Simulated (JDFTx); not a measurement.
**CaO: 7 runs along one coordinate**

System: CaO (Fm-3m, 2 atoms in the cell).
Method: Kohn-Sham DFT of a periodic cell, PBEsol, PseudoDojo-SR-PBEsol-0.4.1-standard, no spin polarisation (JDFTx 1.7.0 (patched build)).

The 7 runs differ only in the geometry, by an even scaling of the cell at fixed fractional positions. The structure derives from a Materials Project entry.

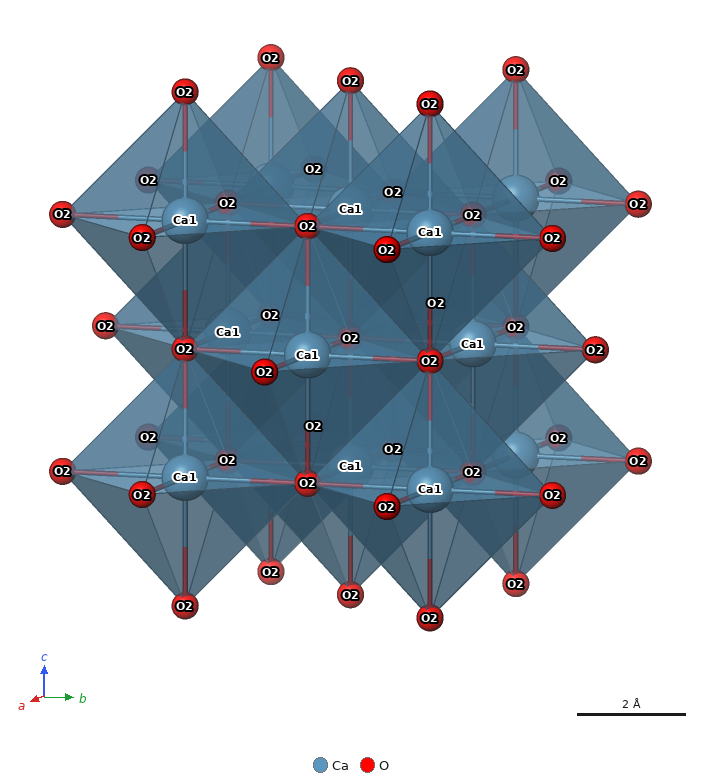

Figure 1. The structure of run 4 (polyhedral view of the cell 4 times as large as that of the calculation, set on its symmetry axes, seen slightly off an axis; polyhedra are completed across the faces of the cell; atoms are numbered from 1 in the order of the input). An atom can appear more than once, as a periodic image.

**Input of run 4**
```
lattice \
    0.0000000000     4.5420619907     4.5420619907 \
    4.5420619907     0.0000000000     4.5420619907 \
    4.5420619907     4.5420619907     0.0000000000
coords-type Lattice
ion Ca     0.0000000000     0.0000000000     0.0000000000 1
ion O      0.5000000000     0.5000000000     0.5000000000 1

ion-species pseudo/Ca.upf
ion-species pseudo/O.upf
elec-cutoff 42 336
elec-ex-corr gga-PBEsol
kpoint-folding 10 10 10
elec-smearing Fermi 0.0018374661
elec-n-bands 14
electronic-SCF nIterations 100 energyDiffThreshold 1e-09
electronic-minimize nIterations 30 energyDiffThreshold 1e-7
forces-output-coords Cartesian

dump-name run.$VAR
dump End Ecomponents EigStats BandEigs Kpoints Forces Stress
```

Command:
```bash
jdftx -c 1 -i CaO.in -o CaO.out
```

Run 3 differs from it as follows:
```diff
-    0.0000000000     4.5420619907     4.5420619907 \
-    4.5420619907     0.0000000000     4.5420619907 \
-    4.5420619907     4.5420619907     0.0000000000
+    0.0000000000     4.5115774348     4.5115774348 \
+    4.5115774348     0.0000000000     4.5115774348 \
+    4.5115774348     4.5115774348     0.0000000000
```

**Results, with one run withheld**

| run | volume per atom (Å³) | free energy per atom, from the lowest run given (meV) | pressure (GPa) | gap on the mesh (eV) |
| --- | --- | --- | --- | --- |
| 1 | 13.052 | 5.05 | 4.25 | 3.53 |
| 2 | 13.330 | 0.00 | 1.55 | 3.54 |
| 3 | 13.608 | ? | ? | ? |
| 4 | 13.886 | 2.72 | −3.02 | 3.56 |
| 5 | 14.163 | 9.62 | −4.96 | 3.57 |
| 6 | 14.441 | 19.69 | −6.69 | 3.57 |
| 7 | 14.719 | 32.61 | −8.25 | 3.58 |

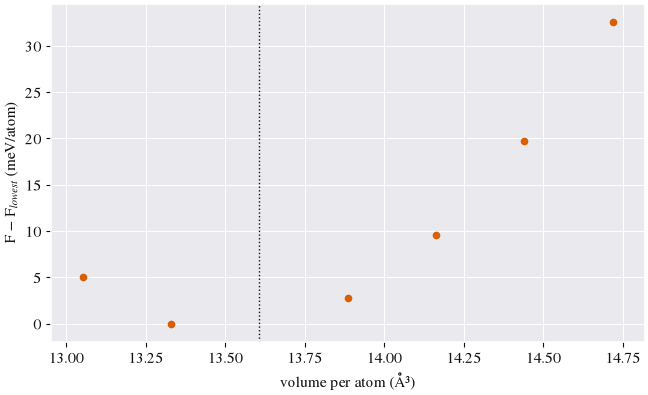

Figure 2. Free energy per atom of the runs given; the dotted line marks run 3.

Fit the runs given and predict run 3.

A cubic polynomial in V^(−2/3) (the Birch–Murnaghan form), fitted to the 6 runs given, misses them by at most 0.01 meV per atom. With x = V^(−2/3) − 0.17289 Å⁻², it reads F = 3.2058 − 2392.5 x + 3.4853e+05 x² + 4.3281e+05 x³ (meV per atom). At run 3 it gives −0.62 meV per atom, and the run itself gives −0.62. The slope of the fit gives a pressure −dF/dV of −0.83 GPa there, and the run prints −0.86 GPa. The fit has its minimum at 13.509 Å³ per atom, where V d²F/dV² gives 116 GPa: the bulk modulus at this level, since symmetry fixes the shape and the positions. The gap on the mesh goes, without turning, from 3.53 eV in run 1 to 3.58 eV in run 7; run 3 has 3.55 eV. These are gaps of this functional on this mesh, which can miss the band edges; they aren't the measured gap.

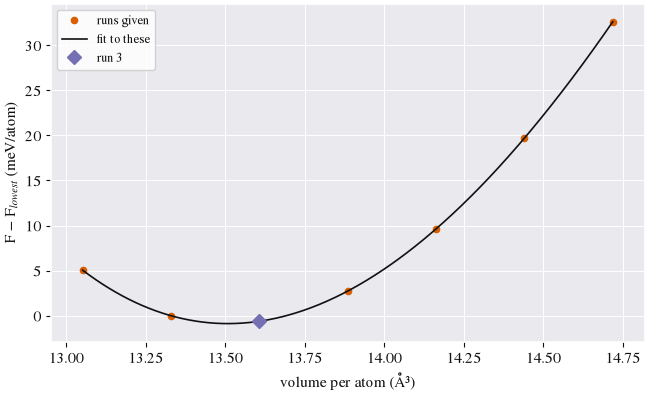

Figure 3. The fit and the withheld run.

**Some lines of the output (run 3)**
```
[...]
unit cell volume = 183.66
     Etot =      -52.9910351350291009
        F =      -52.9910351350291009
	HOMO-LUMO gap: +0.130570
	Optical gap  : +0.144257 at state 30 ( [ +0.000000 +0.500000 +0.500000 ] spin 0 )
```
